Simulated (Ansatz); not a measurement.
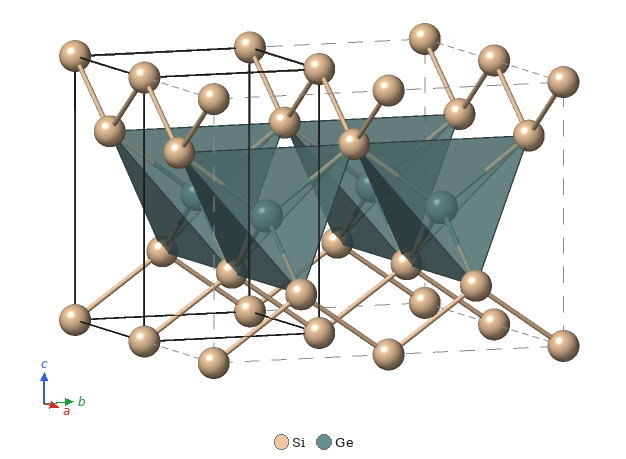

Shown here is a polyhedral view of the crystal, taken slightly off an axis. The picture spans 2×2×1 cells, one conventional unit cell being drawn with solid lines.

Si$_{3}$Ge, space group P-4m2 (No. 115), a = 3.87 Å, b = 3.87 Å, c = 5.48 Å, α = 90.00°, β = 90.00°, γ = 90.00°.

Electronic-structure method: Ansatz, DFT PBE, scalar-relativistic, plane waves, PAW. Parameters: plane-wave cutoff 420 eV, a 10×10×6 grid in reciprocal space, Gaussian smearing of 0.02 eV, no spin polarisation.

Does it come out as a metal, or with a gap?

A semiconductor at this level, with a gap of 0.32 eV on the k-mesh (the true edges may lie between mesh points, so the gap can be somewhat smaller).

Starting structure: a structure type filled with these elements by a generator (whether the compound takes this form wasn't checked). The cell was then strained or its atoms displaced on purpose. It was relaxed at fixed volume with DFT PBE, scalar-relativistic, plane waves, PAW (Ansatz).
